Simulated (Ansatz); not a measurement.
# Si: what the fields show

Input

```
crystal:
  lattice:
    - [0.0, 0.0, 3.8608359371]
    - [3.3455832253, -3.3455832253, -1.9304179686]
    - [6.6911664507, 6.6911664507, 0.0]
  atoms:
    - { symbol: Si, position: [-0.0465920892, 0.0, 0.1786105076] }
    - { symbol: Si, position: [0.465469761, 0.0, 0.6786105076] }
    - { symbol: Si, position: [0.465469761, 0.0, 0.3213894924] }
    - { symbol: Si, position: [-0.0465920892, 0.0, 0.8213894924] }
    - { symbol: Si, position: [0.7957473771, 0.6427789847, 0.0] }
    - { symbol: Si, position: [0.4281539358, 0.6427789847, 0.5] }
    - { symbol: Si, position: [0.1529683924, 0.3572210153, 0.0] }
    - { symbol: Si, position: [0.7853749511, 0.3572210153, 0.5] }
basis:
  ecutwfc: 420
kpoints:
  mp_grid: { grid: [10, 10, 4] }
hamiltonian:
  xc: pbe
  pseudopotentials: { kind: paw, azcp: { folder: soft_1 } }
scf:
  occupations: { method: gaussian, width: 0.05 }
output:
  forces: true
  stress: true
  eigenvalues: true
  write_density: true
  write_potential: true
  elf: true
  volumetric_format: npy
```

Run with:

```sh
ansatz run input.yaml --threads 2 --pin off --max-ram 4096MiB --backend cpu --events-out ev --progress --plain --runs-dir out
```

Below, planes, directions and counts refer to the conventional cell (a = 9.46 Å, b = 9.46 Å, c = 3.86 Å, α = 90.00°, β = 90.00°, γ = 90.00°).

Space group Amm2; a point of a scan over the structure, not its minimum; a structure from a database of computed crystals, not necessarily the ambient phase; not relaxed (largest force 1.0 eV/Å); PAW files of the earlier set (soft_1).

Level of theory: Ansatz, DFT PBE, scalar-relativistic, plane waves, PAW.

In a PAW calculation such maps are meaningful between the atoms, not at the nuclei.

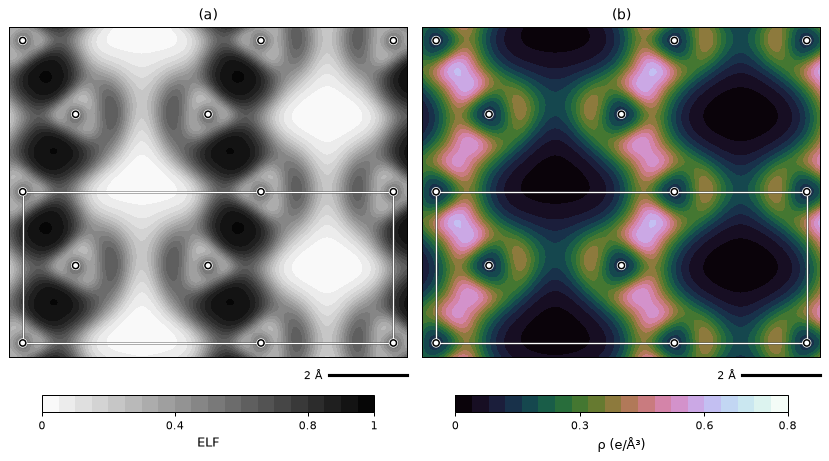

Figure 1. (a) ELF; (b) valence electron density on the (010) plane of the conventional cell. Circles mark the nuclei in the plane (Si).

Q: What do the fields say about this system?

A:
- Atoms in the plane: Si.
- Si–Si (2.32 Å): ρ is about 0.6 e/Å³ halfway; the ELF peaks at about 0.95 between the atoms.
- Si–Si (2.39 Å): ρ is about 0.53 e/Å³ halfway; the ELF peaks at about 0.95 between the atoms.
- Between the atoms the lowest density in this plane is 0.02 e/Å³.

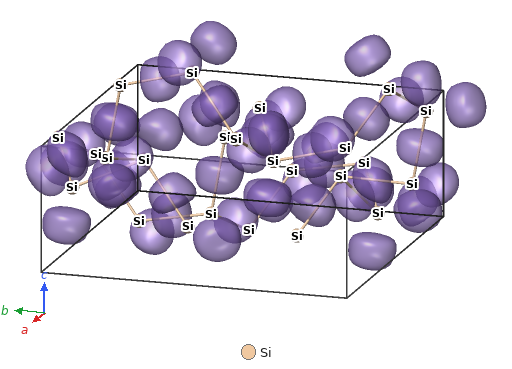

Figure 2. Isosurface of the ELF at 0.8 (purple), seen at an oblique angle. Only the valence region is drawn (cores and ρ < 0.01 e/Å³ removed). Sticks mark near contacts.

Q: Where are the electrons localised?

A: The ELF exceeds this value in 32 regions between bonded Si–Si atoms, counted in one cell of 16 atoms. Any copies at cell faces, edges or corners count once.

Q: Does the calculation make it a metal, or give it a gap?

A: It is gapless in this calculation (a metal or semimetal).
